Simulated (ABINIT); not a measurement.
## Optical-spectrum calculation of CuAu₃ (part 2 of 2)

Continued. System: CuAu₃ (Pm-3m, 4 atoms in the cell). Method: Kohn-Sham DFT of a periodic cell, PBEsol, PseudoDojo NC SR PBEsol v0.4.1 standard, no spin polarisation (ABINIT 10.8.3); cutoff 1251.72 eV, 8×8×8 k-mesh, fermi-dirac of 0.2 eV. The structure derives from an entry of the Crystallography Open Database.

Geometry of the input (Å; fractional positions):
```
3.9728  0.0000  0.0000
0.0000  3.9728  0.0000
0.0000  0.0000  3.9728
Au 0.5000  0.5000  0.0000
Au 0.5000  0.0000  0.5000
Au 0.0000  0.5000  0.5000
Cu 0.0000  0.0000  0.0000
```

## The program's output, continued
```
 Mean square residual over all n,k,spin=   37.111E-09; max=  13.475E-06
 reduced coordinates (array xred) for    4 atoms
       0.500000000000      0.500000000000      0.000000000000
       0.500000000000      0.000000000000      0.500000000000
       0.000000000000      0.500000000000      0.500000000000
       0.000000000000      0.000000000000      0.000000000000
 rms dE/dt=  0.0000E+00; max dE/dt=  0.0000E+00; dE/dt below (all hartree)
    1       0.000000000000      0.000000000000      0.000000000000
    2       0.000000000000      0.000000000000      0.000000000000
    3       0.000000000000      0.000000000000      0.000000000000
    4       0.000000000000      0.000000000000      0.000000000000

 cartesian coordinates (angstrom) at end:
    1      1.98639788866060     1.98639788866060     0.00000000000000
    2      1.98639788866060     0.00000000000000     1.98639788866060
    3      0.00000000000000     1.98639788866060     1.98639788866060
    4      0.00000000000000     0.00000000000000     0.00000000000000

 cartesian forces (hartree/bohr) at end:
    1     -0.00000000000000    -0.00000000000000    -0.00000000000000
    2     -0.00000000000000    -0.00000000000000    -0.00000000000000
    3     -0.00000000000000    -0.00000000000000    -0.00000000000000
    4     -0.00000000000000    -0.00000000000000    -0.00000000000000
 frms,max,avg= 0.0000000E+00 0.0000000E+00   0.000E+00  0.000E+00  0.000E+00 h/b

 cartesian forces (eV/Angstrom) at end:
    1     -0.00000000000000    -0.00000000000000    -0.00000000000000
    2     -0.00000000000000    -0.00000000000000    -0.00000000000000
    3     -0.00000000000000    -0.00000000000000    -0.00000000000000
    4     -0.00000000000000    -0.00000000000000    -0.00000000000000
 frms,max,avg= 0.0000000E+00 0.0000000E+00   0.000E+00  0.000E+00  0.000E+00 e/A
 length scales=  1.000000000000  1.000000000000  1.000000000000 bohr
              =  0.529177210544  0.529177210544  0.529177210544 angstroms
 Fermi (or HOMO) energy (hartree) =   0.45895   Average Vxc (hartree)=  -0.50776
 Eigenvalues (hartree) for nkpt=  20  k points:
 kpt#   1, nband= 46, wtk=  0.01563, kpt=  0.0625  0.0625  0.0625 (reduced coord)
  -3.64953   -3.43307   -3.43243   -3.43243   -2.09009   -2.09009   -2.09009   -1.64723
  -1.64696   -1.64696   -1.64225   -1.64225   -1.64207   -1.64004   -1.63977   -1.63977
   0.09423    0.18406    0.21327    0.21436    0.21436    0.21839    0.21839    0.30315
   0.30751    0.30751    0.35253    0.35253    0.38535    0.38885    0.38885    0.39654
   0.39654    0.39813    0.40097    0.40422    0.40422    0.49477    0.49648    0.49648
   0.69140    0.69140    0.71647    0.80848    0.82172    0.82172
      occupation numbers for kpt#   1
   2.00000    2.00000    2.00000    2.00000    2.00000    2.00000    2.00000    2.00000
   2.00000    2.00000    2.00000    2.00000    2.00000    2.00000    2.00000    2.00000
   2.00000    2.00000    2.00000    2.00000    2.00000    2.00000    2.00000    2.00000
   2.00000    2.00000    2.00000    2.00000    1.99991    1.99986    1.99986    1.99959
   1.99959    1.99949    1.99925    1.99883    1.99883    0.01519    0.01204    0.01204
   0.00000    0.00000    0.00000    0.00000    0.00000    0.00000
 prteigrs : prtvol=0 or 1, do not print more k-points.

--- !EnergyTerms
iteration_state     : {dtset: 1, }
comment             : Components of total free energy in Hartree
kinetic             :  2.14642433515664E+02
hartree             :  1.37124173975827E+02
xc                  : -9.85257484361377E+01
Ewald energy        : -4.40928697035999E+02
psp_core            :  2.12464518490504E+01
local_psp           : -4.38925871569256E+02
non_local_psp       : -2.63586843531918E+01
internal            : -6.31725942054043E+02
'-kT*entropy'       : -5.25408888691479E-03
total_energy        : -6.31731196142930E+02
total_energy_eV     : -1.71902815818809E+04
band_energy         : -5.63145451699191E+01
...

 Cartesian components of stress tensor (hartree/bohr^3)
  sigma(1 1)=  1.60158141E-06  sigma(3 2)=  0.00000000E+00
  sigma(2 2)=  1.60158141E-06  sigma(3 1)=  0.00000000E+00
  sigma(3 3)=  1.60158141E-06  sigma(2 1)=  0.00000000E+00

-Cartesian components of stress tensor (GPa)         [Pressure= -4.7120E-02 GPa]
- sigma(1 1)=  4.71201519E-02  sigma(3 2)=  0.00000000E+00
- sigma(2 2)=  4.71201519E-02  sigma(3 1)=  0.00000000E+00
- sigma(3 3)=  4.71201519E-02  sigma(2 1)=  0.00000000E+00

================================================================================
== DATASET  2 ==================================================================

--- !DatasetInfo
iteration_state: {dtset: 2, }
dimensions: {natom: 4, nkpt: 20, mband: 50, nsppol: 1, nspinor: 1, nspden: 1, mpw: 6327, }
cutoff_energies: {ecut:  46.0, pawecutdg:  -1.0, }
electrons: {nelect:   7.60000000E+01, charge:   0.00000000E+00, occopt:   3.00000000E+00, tsmear:   7.34986000E-03, }
meta: {optdriver: 0, ionmov: 0, optcell: 0, iscf: -3, paral_kgb: 0, }
...

 mkfilename : getden/=0, take file _DEN from output of DATASET   1.

 Real(R)+Recip(G) space primitive vectors, cartesian coordinates (Bohr,Bohr^-1):
 R(1)=  7.5074960  0.0000000  0.0000000  G(1)=  0.1332002  0.0000000  0.0000000
 R(2)=  0.0000000  7.5074960  0.0000000  G(2)=  0.0000000  0.1332002  0.0000000
 R(3)=  0.0000000  0.0000000  7.5074960  G(3)=  0.0000000  0.0000000  0.1332002
 Unit cell volume ucvol=  4.2314121E+02 bohr^3
 Angles (23,13,12)=  9.00000000E+01  9.00000000E+01  9.00000000E+01 degrees

 getcut: wavevector=  0.0000  0.0000  0.0000  ngfft=  48  48  48
         ecut(hartree)=     46.000   => boxcut(ratio)=   2.09412
--------------------------------------------------------------------------------

================================================================================

--- !BeginCycle
iteration_state: {dtset: 2, }
solver: {iscf: -3, nstep: 120, nline: 4, wfoptalg: 0, }
tolerances: {tolwfr: 1.00E-12, }
...

     iter   Etot(hartree)      deltaE(h)  residm     vres2
 Non-SCF case, kpt    1 (  0.06250  0.06250  0.06250), residuals and eigenvalues=
  2.74E-13  9.38E-13  2.56E-13  8.26E-13  2.85E-13  3.02E-13  5.88E-13  8.13E-13
  2.24E-13  8.02E-13  8.27E-13  2.23E-13  7.10E-13  2.77E-13  4.18E-13  8.69E-13
  4.49E-13  5.58E-13  2.44E-13  1.76E-13  3.54E-13  8.11E-13  1.53E-13  3.73E-13
  4.89E-13  2.51E-13  3.05E-13  1.92E-13  2.08E-13  2.54E-13  2.36E-13  3.79E-13
  8.52E-13  9.15E-13  4.88E-13  7.03E-13  2.25E-13  2.83E-13  9.24E-13  3.11E-13
  7.73E-13  1.86E-13  4.50E-13  4.03E-13  9.29E-13  7.02E-13  9.14E-13  7.71E-13
  5.85E-13  1.52E-08
 -3.6495E+00 -3.4331E+00 -3.4324E+00 -3.4324E+00 -2.0901E+00 -2.0901E+00
 -2.0901E+00 -1.6472E+00 -1.6470E+00 -1.6470E+00 -1.6423E+00 -1.6423E+00
 -1.6421E+00 -1.6400E+00 -1.6398E+00 -1.6398E+00  9.4233E-02  1.8406E-01
  2.1327E-01  2.1436E-01  2.1436E-01  2.1839E-01  2.1839E-01  3.0315E-01
  3.0751E-01  3.0751E-01  3.5253E-01  3.5253E-01  3.8535E-01  3.8885E-01
  3.8885E-01  3.9654E-01  3.9654E-01  3.9813E-01  4.0097E-01  4.0422E-01
  4.0422E-01  4.9477E-01  4.9648E-01  4.9648E-01  6.9140E-01  6.9140E-01
  7.1647E-01  8.0848E-01  8.2172E-01  8.2172E-01  8.5404E-01  8.5404E-01
  8.8035E-01  1.0349E+00
 prteigrs : prtvol=0 or 1, do not print more k-points.

--- !ResultsGS
iteration_state: {dtset: 2, }
comment   : Summary of ground state results
lattice_vectors:
- [  7.5074960,   0.0000000,   0.0000000, ]
- [  0.0000000,   7.5074960,   0.0000000, ]
- [  0.0000000,   0.0000000,   7.5074960, ]
lattice_lengths: [   7.50750,    7.50750,    7.50750, ]
lattice_angles: [ 90.000,  90.000,  90.000, ] # degrees, (23, 13, 12)
lattice_volume:   4.2314121E+02
convergence: {deltae:  0.000E+00, res2:  0.000E+00, residm:  9.931E-13, diffor:  0.000E+00, }
etotal    :  -6.31731196E+02
entropy   :   0.00000000E+00
fermie    :   4.58952368E-01
cartesian_stress_tensor: null
pressure_GPa: null
xred      :
- [  5.0000E-01,   5.0000E-01,   0.0000E+00, Au]
- [  5.0000E-01,   0.0000E+00,   5.0000E-01, Au]
- [  0.0000E+00,   5.0000E-01,   5.0000E-01, Au]
- [  0.0000E+00,   0.0000E+00,   0.0000E+00, Cu]
cartesian_forces: null
force_length_stats: {min: null, max: null, mean: null, }
...

 Integrated electronic density in atomic spheres:
 ------------------------------------------------
 Atom  Sphere_radius  Integrated_density
    1        2.00000         15.55821349
    2        2.00000         15.55821349
    3        2.00000         15.55821349
    4        2.00000         17.28715733
================================================================================

 ----iterations are completed or convergence reached----

 Mean square residual over all n,k,spin=   47.854E-14; max=  99.309E-14
 reduced coordinates (array xred) for    4 atoms
       0.500000000000      0.500000000000      0.000000000000
       0.500000000000      0.000000000000      0.500000000000
       0.000000000000      0.500000000000      0.500000000000
       0.000000000000      0.000000000000      0.000000000000

 cartesian coordinates (angstrom) at end:
    1      1.98639788866060     1.98639788866060     0.00000000000000
    2      1.98639788866060     0.00000000000000     1.98639788866060
    3      0.00000000000000     1.98639788866060     1.98639788866060
    4      0.00000000000000     0.00000000000000     0.00000000000000
 length scales=  1.000000000000  1.000000000000  1.000000000000 bohr
              =  0.529177210544  0.529177210544  0.529177210544 angstroms
 Eigenvalues (hartree) for nkpt=  20  k points:
 kpt#   1, nband= 50, wtk=  0.01563, kpt=  0.0625  0.0625  0.0625 (reduced coord)
  -3.64953   -3.43307   -3.43243   -3.43243   -2.09009   -2.09009   -2.09009   -1.64723
  -1.64696   -1.64696   -1.64225   -1.64225   -1.64207   -1.64004   -1.63977   -1.63977
   0.09423    0.18406    0.21327    0.21436    0.21436    0.21839    0.21839    0.30315
   0.30751    0.30751    0.35253    0.35253    0.38535    0.38885    0.38885    0.39654
   0.39654    0.39813    0.40097    0.40422    0.40422    0.49477    0.49648    0.49648
   0.69140    0.69140    0.71647    0.80848    0.82172    0.82172    0.85404    0.85404
   0.88035    1.03490
      occupation numbers for kpt#   1
   2.00000    2.00000    2.00000    2.00000    2.00000    2.00000    2.00000    2.00000
   2.00000    2.00000    2.00000    2.00000    2.00000    2.00000    2.00000    2.00000
   2.00000    2.00000    2.00000    2.00000    2.00000    2.00000    2.00000    2.00000
   2.00000    2.00000    2.00000    2.00000    1.99991    1.99986    1.99986    1.99959
   1.99959    1.99949    1.99925    1.99883    1.99883    0.01519    0.01204    0.01204
   0.00000    0.00000    0.00000    0.00000    0.00000    0.00000    0.00000    0.00000
   0.00000    0.00000
 prteigrs : prtvol=0 or 1, do not print more k-points.

--- !EnergyTerms
iteration_state     : {dtset: 2, }
comment             : Components of total free energy in Hartree
kinetic             :  2.14642432332211E+02
hartree             :  1.37124173975827E+02
xc                  : -9.85257484361377E+01
Ewald energy        : -4.40928697035999E+02
psp_core            :  2.12464518490504E+01
local_psp           : -4.38925871569256E+02
non_local_psp       : -2.63586839621432E+01
internal            : -6.31725942846448E+02
'-kT*entropy'       : -5.25408872954489E-03
total_energy        : -6.31731196935177E+02
...

--- !EnergyTermsDC
iteration_state     : {dtset: 2, }
comment             : '"Double-counting" decomposition of free energy'
band_energy         : -5.63145452317115E+01
Ewald energy        : -4.40928697035999E+02
psp_core            :  2.12464518490504E+01
xc_dc               : -1.55729151635522E+02
internal            : -6.31725942054182E+02
'-kT*entropy'       : -5.25408872954489E-03
total_energy_dc     : -6.31731196142912E+02
...

================================================================================
== DATASET  3 ==================================================================

--- !DatasetInfo
iteration_state: {dtset: 3, }
dimensions: {natom: 4, nkpt: 20, mband: 46, nsppol: 1, nspinor: 1, nspden: 1, mpw: 6327, }
cutoff_energies: {ecut:  46.0, pawecutdg:  -1.0, }
electrons: {nelect:   7.60000000E+01, charge:   0.00000000E+00, occopt:   3.00000000E+00, tsmear:   7.34986000E-03, }
meta: {optdriver: 8, wfk_task: 7, }
...

 mkfilename : getwfk/=0, take file _WFK from output of DATASET   2.

--------------------------------------------------------------------------------

 Computation of velocity matrix elements (DDK)

 Parameters extracted from the Abinit header:
    ecut:     46.0
    nkpt:    512
    mband:   50
    nsppol:  1
    nspinor: 1
    useylm:  0
    inclvkb: 2
    bmin: 1, bmax: 50
    Computing diagonal and off-diagonal matrix elements
    Between band index bmin: 1, bmax: 50

== END DATASET(S) ==============================================================
================================================================================

 -outvars: echo values of variables after computation  --------
            acell      1.0000000000E+00  1.0000000000E+00  1.0000000000E+00 Bohr
           etotal1    -6.3173119614E+02
           etotal2    -6.3173119614E+02
           etotal3     0.0000000000E+00
            fcart1    -0.0000000000E+00 -0.0000000000E+00 -0.0000000000E+00
                      -0.0000000000E+00 -0.0000000000E+00 -0.0000000000E+00
                      -0.0000000000E+00 -0.0000000000E+00 -0.0000000000E+00
                      -0.0000000000E+00 -0.0000000000E+00 -0.0000000000E+00
            fcart3     0.0000000000E+00  0.0000000000E+00  0.0000000000E+00
                       0.0000000000E+00  0.0000000000E+00  0.0000000000E+00
                       0.0000000000E+00  0.0000000000E+00  0.0000000000E+00
                       0.0000000000E+00  0.0000000000E+00  0.0000000000E+00
            rprim      7.5074959733E+00  0.0000000000E+00  0.0000000000E+00
                       0.0000000000E+00  7.5074959733E+00  0.0000000000E+00
                       0.0000000000E+00  0.0000000000E+00  7.5074959733E+00
           strten1     1.6015814092E-06  1.6015814092E-06  1.6015814092E-06
                       0.0000000000E+00  0.0000000000E+00  0.0000000000E+00
           strten3     0.0000000000E+00  0.0000000000E+00  0.0000000000E+00
                       0.0000000000E+00  0.0000000000E+00  0.0000000000E+00
           xangst      1.9863978887E+00  1.9863978887E+00  0.0000000000E+00
                       1.9863978887E+00  0.0000000000E+00  1.9863978887E+00
                       0.0000000000E+00  1.9863978887E+00  1.9863978887E+00
                       0.0000000000E+00  0.0000000000E+00  0.0000000000E+00
             xred      5.0000000000E-01  5.0000000000E-01  0.0000000000E+00
                       5.0000000000E-01  0.0000000000E+00  5.0000000000E-01
                       0.0000000000E+00  5.0000000000E-01  5.0000000000E-01
                       0.0000000000E+00  0.0000000000E+00  0.0000000000E+00
 Calculation completed.
```

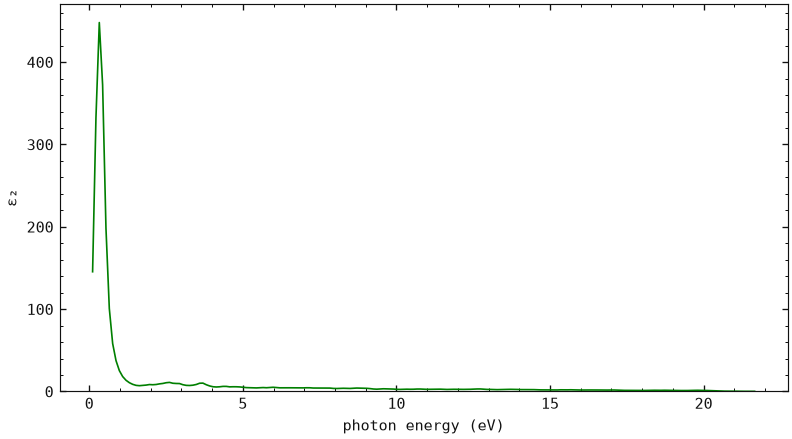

Fig. 1: Imaginary part of the dielectric function (first component that the program prints). The highest peak, 448.0, lies at 0.33 eV.

## Results in brief

```tsv
quantity	value
outcome	converged
space group (tolerance 0.01 Å)	Pm-3m (221)
electrons treated	76
free energy	−17190.2816 eV
pressure	−0.05 GPa
largest force (length of the vector)	under 0.001 eV/Å
wall time	5.8 min (CPU time 23 min)
peak memory	3.8 GiB
```

## Notes

Further notes kept with the run: Slow version without MPI-IO support. Processors send data to master. Points of doubt noted for this run: no intraband term. Spin–orbit coupling is left out, which matters for Au.
